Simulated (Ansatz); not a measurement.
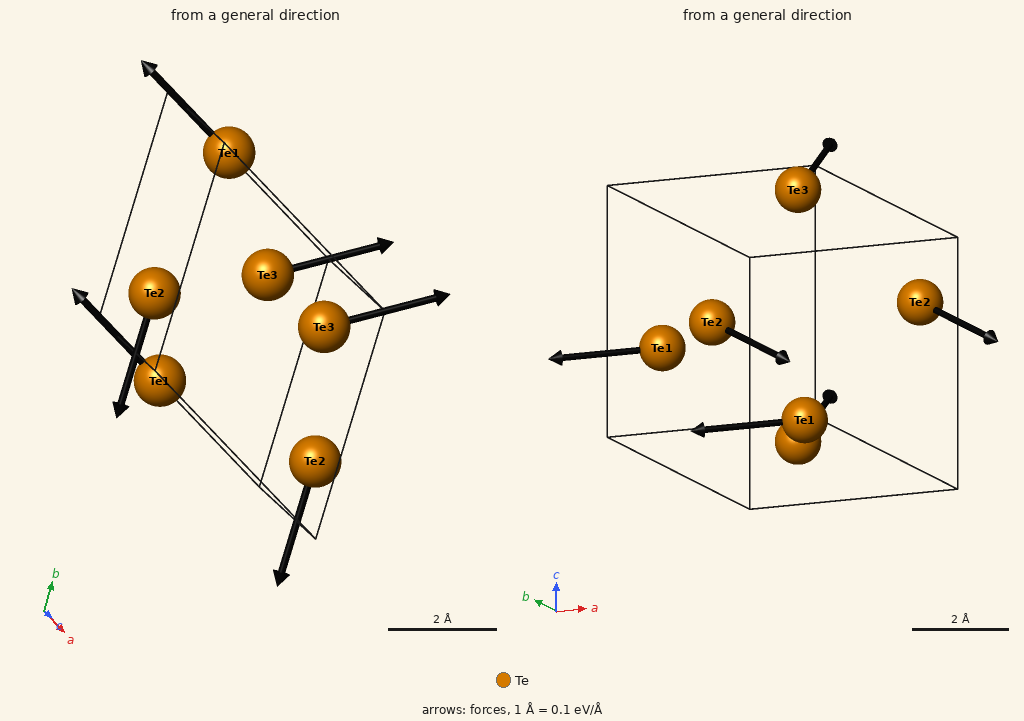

Crystal structure, spheres-only style, seen from two general directions. The simulation cell is drawn as a box. The arrows are the computed forces on the atoms.

System: Te. Results below were computed with Ansatz 0.2.0, DFT, r2SCANh, plane waves, PAW; the settings were cutoff 500 eV, Brillouin-zone sampling on a 6×6×4 mesh, no spin polarisation.

Q: Has this structure been optimised to equilibrium?

A: No. The atoms still feel forces of up to about 0.2 eV/Å, far above a usual threshold of 0.01 to 0.03 eV/Å.

Q: On which atom is the force largest?

A: All Te atoms, about 0.2 eV/Å.

Its origin is a structure listed in the Materials Project. Earlier steps of the study may have refined or changed the cell and positions. Ansatz was used for an electronic-structure calculation on it.
